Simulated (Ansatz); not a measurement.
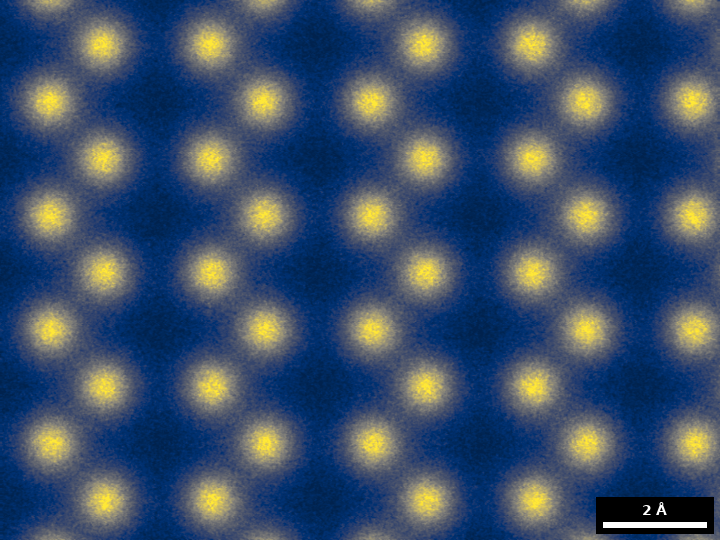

iDPC-like image of Pb (P6_3/mmc, No. 194). Simulated as the projected potential of neutral atoms (B = 0.5 Å²) blurred by a 0.59 Å probe, the thin-sample limit of integrated differential phase contrast. Shot noise and a slight drift were added. Model: the end point of a relaxation at fixed volume with DFT HSE06, scalar-relativistic, plane waves, PAW (Ansatz); the starting structure was generated, so it need not be a known form of this composition.

```cif
data_structure
_symmetry_space_group_name_H-M 'P 1'
_symmetry_Int_Tables_number 1
_cell_length_a 3.6101
_cell_length_b 3.6101
_cell_length_c 5.6163
_cell_angle_alpha 90.000
_cell_angle_beta 90.000
_cell_angle_gamma 120.000
_cell_volume 63.39
loop_
_atom_site_label
_atom_site_type_symbol
_atom_site_fract_x
_atom_site_fract_y
_atom_site_fract_z
_atom_site_occupancy
Pb1 Pb 0.33333 0.66667 0.75000 1
Pb2 Pb 0.66667 0.33333 0.25000 1
```

**Along which zone axis is the crystal seen: [100], [001], [311] or [201]? (Directions equivalent by symmetry count as one.)**

[201]. The projected cells are 3.13 × 5.62 Å, 90° for [100]; 3.61 × 3.61 Å, 120° for [001]; 2.09 × 2.74 Å, 94° for [311]; 2.22 × 3.32 Å, 110° for [201], and the image repeats as the [201] one does.
